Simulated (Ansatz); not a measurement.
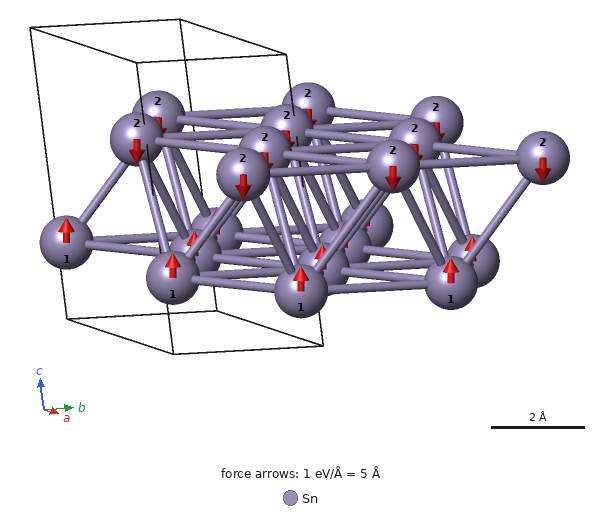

A changed version of a symmetric starting cell of Sn (made from another compound by putting Sn in place of Pb), with the computed forces as red arrows. Besides, all lengths are scaled by +2.4 % (volume +7.5 %). The picture is a ball-and-stick view of the conventional cell (2 times the calculation's cell), repeated 2 × 2 × 1 with one cell outlined, seen slightly off an axis. Lengths and directions refer to the drawn axes.

These are results of DFT PBEsol, scalar-relativistic, plane waves, PAW (Ansatz 0.2.0), not measurements. (plane-wave cutoff 420 eV; k-point mesh 14 × 14 × 8; occupations gaussian; smearing width 0.1 eV; no spin polarisation)

> Describe the distortion and the response.

The atoms keep their fractional coordinates. No relaxation follows. The starting cell wasn't computed here and needn't be at equilibrium, so pressure and forces aren't due to the change alone. Near-neighbour distances before and after: Sn–Sn 3.404 → 3.483 to 3.489 Å, Sn–Sn 3.349 → 3.431 Å, Sn–Sn 3.310 → 3.391 Å, Sn–Sn 3.241 → 3.320 Å. The space group stays C2/m (No. 12). The pressure is −5.8 GPa (not all of it need come from the change, since the unchanged cell can be under pressure at this level too). The principal stresses (compression positive) are −5.1 GPa along [1 0 3] and −6.1 GPa across it. The largest forces, 0.11 eV/Å, act on Sn1 and Sn2; on Sn1 it points along [1 0 3].
